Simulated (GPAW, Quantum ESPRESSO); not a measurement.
# B K-edge XANES of BN (P6_3/mmc), part 3 of 3

Do two independent programs agree on the B K edge of BN (P6_3/mmc)? The same cell and functional are run with XSpectra and with GPAW.

Quantum ESPRESSO 7.5 and GPAW 26.7.0; core-hole supercells, plane-wave PAW PBE.

So far. Step 15 (Spectrum with FCH, B atom 3 (GPAW)): The hole costs E(hole) − E(ground) = 188.98 eV, and the lowest empty level of the hole cell on the spectrum's mesh lies at 6.32 eV, which puts the zero at 195.31 eV. With the free-atom term of -5.59 eV for this edge, the photon energy is 189.72 eV. Step 16 (Excitation energy, B atom 3 (GPAW)): The total-energy difference is 195.95 eV. With the free-atom term of -5.59 eV for this edge, the photon energy is 190.36 eV.

The database entry behind the starting cell differs from later determinations by our own check (about 0.3 % short, minor phase), so it need not match the best structure at ambient conditions.

## Step 17: The two programs side by side

The line shapes differ (Lorentzian half width 0.4 eV up to 4 eV, rising linearly to 1.75 eV at 25 eV (not a setting of the program: the run's 0.4 eV curve was folded afterwards with a further Lorentzian above 4 eV), against Gaussian full width 0.9 eV up to 4 eV, rising linearly to 3.5 eV at 25 eV), so both get a further Gaussian of 1.5 eV full width before they are compared; the Lorentzian tails remain.

| E (eV) | XSpectra | GPAW |
| --- | --- | --- |
| -2.00 | 0.19 | 0.03 |
| -1.25 | 0.50 | 0.34 |
| -0.50 | 1.21 | 1.37 |
| 0.25 | 1.70 | 2.17 |
| 1.00 | 1.19 | 1.37 |
| 1.75 | 0.55 | 0.38 |
| 2.50 | 0.33 | 0.11 |
| 3.25 | 0.34 | 0.14 |
| 4.00 | 0.44 | 0.20 |
| 4.75 | 0.65 | 0.40 |
| 5.50 | 1.17 | 1.15 |
| 6.25 | 1.98 | 2.42 |
| 7.00 | 2.38 | 2.94 |
| 7.75 | 1.96 | 2.18 |
| 8.50 | 1.40 | 1.32 |
| 9.25 | 1.09 | 0.94 |
| 10.00 | 0.96 | 0.84 |
| 10.75 | 0.93 | 0.86 |
| 11.50 | 0.97 | 0.96 |
| 12.25 | 1.01 | 1.05 |
| 13.00 | 0.98 | 1.02 |
| 13.75 | 0.91 | 0.92 |
| 14.50 | 0.86 | 0.85 |
| 15.25 | 0.82 | 0.82 |
| 16.00 | 0.78 | 0.78 |
| 16.75 | 0.74 | 0.73 |
| 17.50 | 0.69 | 0.66 |
| 18.25 | 0.63 | 0.58 |
| 19.00 | 0.59 | 0.51 |
| 19.75 | 0.59 | 0.51 |
| 20.50 | 0.63 | 0.60 |
| 21.25 | 0.70 | 0.76 |
| 22.00 | 0.79 | 0.91 |
| 22.75 | 0.83 | 0.99 |
| 23.50 | 0.80 | 0.96 |
| 24.25 | 0.72 | 0.83 |
| 25.00 | 0.61 | 0.66 |
| 25.75 | 0.53 | 0.51 |
| 26.50 | 0.47 | 0.41 |
| 27.25 | 0.42 | 0.35 |
| 28.00 | 0.39 | 0.33 |
| 28.75 | 0.38 | 0.31 |

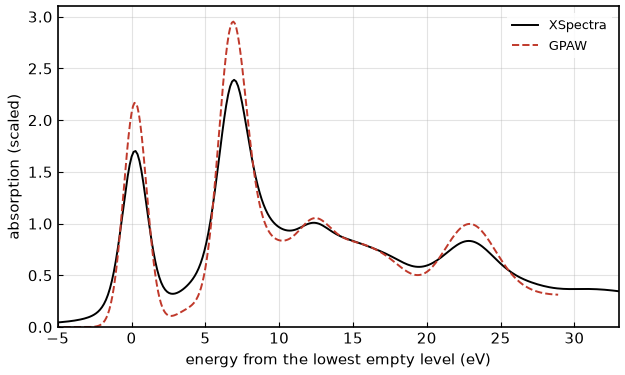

XSpectra and GPAW after a common extra broadening.

|  | XSpectra | GPAW |
| --- | --- | --- |
| k mesh of the spectrum | 4×4×4 | 4×4×4 |
| cutoff (eV) | 762 | 500 |
| highest intensity below 16 eV after the common broadening, eV (height) | 6.9 (2.39) | 6.9 (2.95) |
| zero, corrected photon energy (eV) | 189.7 | 189.7 |
| core time, hole field and spectrum | 22 min | 26 min |

## Step 18: What the core hole does

XSpectra's curves. Both curves are counted from their own zero, so only the shift of weight within the empty states shows.

| E (eV) | no hole | FCH |
| --- | --- | --- |
| -2.0 | 0.06 | 0.13 |
| -1.0 | 0.12 | 0.44 |
| 0.0 | 0.50 | 2.50 |
| 1.0 | 1.12 | 0.95 |
| 2.0 | 0.75 | 0.26 |
| 3.0 | 0.61 | 0.24 |
| 4.0 | 0.39 | 0.36 |
| 5.0 | 0.49 | 0.46 |
| 6.0 | 0.67 | 1.44 |
| 7.0 | 1.35 | 3.72 |
| 8.0 | 1.57 | 1.60 |
| 9.0 | 1.07 | 1.01 |
| 10.0 | 0.91 | 0.97 |
| 11.0 | 1.51 | 0.82 |
| 12.0 | 1.11 | 1.11 |
| 13.0 | 1.16 | 1.03 |
| 14.0 | 1.13 | 0.87 |
| 15.0 | 0.97 | 0.89 |
| 16.0 | 1.36 | 0.82 |
| 17.0 | 1.37 | 0.82 |
| 18.0 | 0.79 | 0.70 |
| 19.0 | 0.63 | 0.45 |
| 20.0 | 0.57 | 0.45 |
| 21.0 | 0.85 | 0.60 |
| 22.0 | 1.32 | 0.95 |
| 23.0 | 2.24 | 1.46 |
| 24.0 | 1.74 | 0.99 |
| 25.0 | 1.62 | 0.54 |
| 26.0 | 1.14 | 0.44 |
| 27.0 | 0.69 | 0.41 |
| 28.0 | 0.53 | 0.34 |
| 29.0 | 0.63 | 0.31 |
| 30.0 | 0.50 | 0.33 |
| 31.0 | 0.74 | 0.45 |
| 32.0 | 0.72 | 0.37 |

With each curve scaled to its own mean, the area from −2 to 6 eV with the hole is 5.6 against 4.4, and the centre of weight from −1 to 20 eV moves by -1.6 eV: the hole pulls the absorber's empty states down.

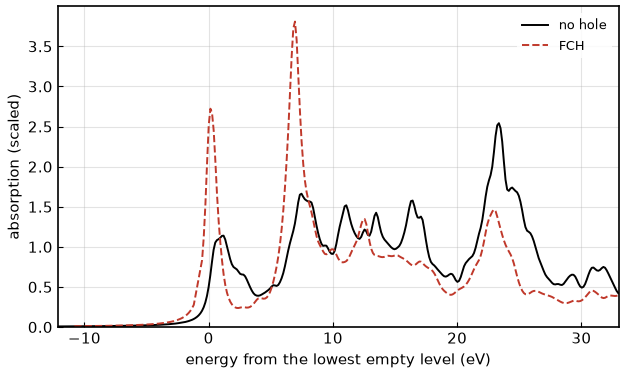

The B K edge with and without the core hole, each from its own zero; the highest intensity below 16 eV lies at 6.9 eV with the hole.

## Step 19: Against the measurement

Features are paired by their description (first, strongest, rising edge, steepest rise) or, failing that, by nearness after a common offset; their character isn't checked.

XSpectra PBE (Lorentzian half width 0.4 eV up to 4 eV, rising linearly to 1.75 eV at 25 eV (not a setting of the program: the run's 0.4 eV curve was folded afterwards with a further Lorentzian above 4 eV)):

| measured feature | measured (eV) | computed feature | computed (eV) | difference (eV) |
| --- | --- | --- | --- | --- |
| B K-edge, 1s to pi* resonance | 192 | first maximum | 189.9 | -2.1 |

GPAW PBE (Gaussian full width 0.9 eV up to 4 eV, rising linearly to 3.5 eV at 25 eV):

| measured feature | measured (eV) | computed feature | computed (eV) | difference (eV) |
| --- | --- | --- | --- | --- |
| B K-edge, 1s to pi* resonance | 192 | first maximum | 189.9 | -2.1 |

## Step 20: Outcome

| Quantity | Value |
| --- | --- |
| absorber and edge | B K, atom 3 of the ground-state input (counted from 1) |
| surroundings | 3 N at 1.44 Å (trigonal planar, site symmetry -6m2) |
| highest intensity below 16 eV (XSpectra, narrow line) | 6.9 eV above the zero, height 3.81 |
| photon energy of the zero, with the added terms | 189.7 eV (raw 195.3 eV; uncertain by a few eV) |

In words: XSpectra PBE lies 2.1 eV below the measured energy. GPAW PBE lies 2.1 eV below the measured energy. Energy scales of different experiments differ by up to about 1 eV. The two programs agree on where the features lie, less on their heights: 20 % r.m.s. remains over the first 14 eV after a relative shift of 0.0 eV, and their photon-energy zeros differ by 0.0 eV. What differs may come from the PAW partial waves, meshes, cutoffs and line shapes. In XSpectra the B K edge of atom 3, with 3 N at 1.44 Å (trigonal planar, site symmetry -6m2), has its highest intensity of the first 16 eV at 6.9 eV above the zero, near 197 eV in photon energy (uncertain by a few eV), 3.8 times the mean level of the first 20 eV (Lorentzian half width 0.4 eV). In XSpectra: With each curve scaled to its own mean, the area from −2 to 6 eV with the hole is 5.6 against 4.4, and the centre of weight from −1 to 20 eV moves by -1.6 eV: the hole pulls the absorber's empty states down. In GPAW: With each curve scaled to its own mean, the area from −2 to 6 eV with the hole is 5.6 against 4.4, and the centre of weight from −1 to 20 eV moves by -1.6 eV: the hole pulls the absorber's empty states down. In XSpectra the neutral-cell energy lies +0.6 eV from the charged-cell zero, a gap made of the charged-cell error and of where the added electron settles. In GPAW the neutral-cell energy lies +0.6 eV from the charged-cell zero, a gap made of the charged-cell error and of where the added electron settles. In XSpectra, at the B K edge of atom 3 polarisation matters most near 0.1 eV, where the curves differ by 8.1 on this scale. Lifetime broadening is put in by hand, and intensities beyond about 20 eV depend on it and on the partial waves. The structure is a published determination, not relaxed.

[Hosts, paths, dates, database ids (printed as entryN), source tags and the programs' standing remarks are cut or masked in the printed files.]

[Lists of maxima count a maximum above −3 eV only where it reaches 4 % of the highest in the window and stands out from its surroundings by 2 % of it (1.5 % where it reaches 55 %); shoulders and weaker maxima are passed over, and of the rest the first, up to two pre-edge ones and the few strongest are named.]
